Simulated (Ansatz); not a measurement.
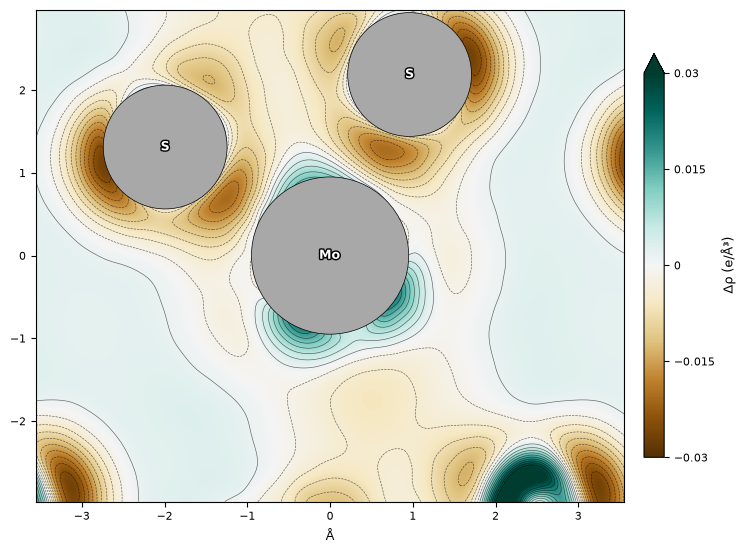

MoS2. Difference of the valence pseudo-densities of two functionals at the same geometry, on the (101̄) plane of the calculation cell: LDA less HSE06.

Space group R3m.

Both computed with Ansatz (plane waves, PAW), on the same k-point mesh. Grey discs cover the atomic cores.

```yaml
crystal:
  lattice:
    - [3.16000, 0.00000, 0.00000]
    - [-1.58000, 0.91221, 6.15000]
    - [1.58000, -2.73664, 0.00000]
  atoms:
    - { symbol: Mo, position: [0.00000, 0.00000, 0.00000] }
    - { symbol: S, position: [0.41700, 0.25100, 0.41700] }
    - { symbol: S, position: [0.25000, 0.75000, 0.25000] }
```

Q: Where does the change of functional move the electrons?

A: Against HSE06, LDA gives less density around S (−0.011 e/Å³ on average at 0.9 Å from the nucleus) and a change of −0.012 e/Å³ at the midpoint of Mo–S.
